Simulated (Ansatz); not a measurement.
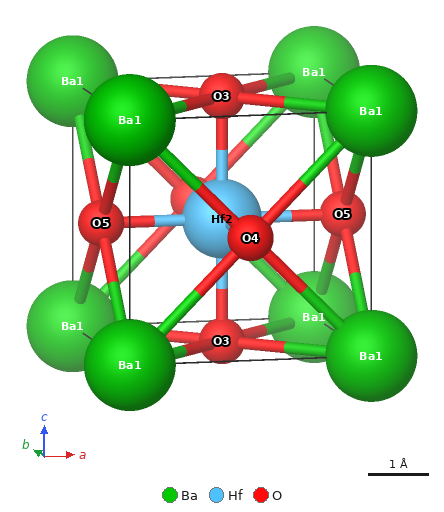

This is the input geometry for a relaxation of solid BaHfO₃ (built on the cubic perovskite type). A ball-and-stick model of the cell of the calculation, seen slightly off an axis.

Level of theory: DFT, r2SCAN, plane waves, PAW in Ansatz.

Input file:
```yaml
crystal:
  lattice:
    - [4.2062385669, 0.0, 0.0]
    - [0.0, 4.2062385669, 0.0]
    - [0.0, 0.0, 4.2062385669]
  atoms:
    - { symbol: Ba, position: [0.0, 0.0, 0.0] }
    - { symbol: Hf, position: [0.5, 0.5, 0.5] }
    - { symbol: O, position: [0.5, 0.5, 0.0] }
    - { symbol: O, position: [0.5, 0.0, 0.5] }
    - { symbol: O, position: [0.0, 0.5, 0.5] }
kpoints:
  mp_grid: { grid: [6, 6, 6] }
hamiltonian:
  xc: r2scan
scf:
  occupations: { method: fermi_dirac, width: 0.02 }
relax:
  f_tol: 0.005
  cell: {}
```

Command:
```bash
ansatz run input.yaml --threads 2 --pin off --max-ram 20275MiB --backend cpu --events-out ev --progress --plain --runs-dir out
```

Question: Predict the outcome.

Answer: The atoms keep their places relative to the cell (all moves are under 0.005 Å). The volume changes by −2.1 %, with a = b = c 4.206 → 4.177 Å (−0.7 %). Near-neighbour distances that change, for instance: Ba1–O3 2.974 → 2.954 Å, Hf2–O3 2.103 → 2.089 Å. The space group stays Pm-3m (No. 221). After 3 accepted moves (4 points after the start) the energy has fallen by 3.3 meV per atom. All forces vanish by symmetry, so only the cell relaxes. Pressure: −3.41 GPa at the start and 0.00 GPa at the end. At 1 point the geometry stayed and the basis and grid were re-selected for the new cell (energy shift of 0.1 meV per atom at most each time).

Final geometry:

```
CELL_PARAMETERS angstrom
4.17706 0.00000 0.00000
0.00000 4.17706 0.00000
0.00000 0.00000 4.17706
ATOMIC_POSITIONS crystal
Ba 0.00000 0.00000 0.00000
Hf 0.50000 0.50000 0.50000
O 0.50000 0.50000 0.00000
O 0.50000 0.00000 0.50000
O 0.00000 0.50000 0.50000
```
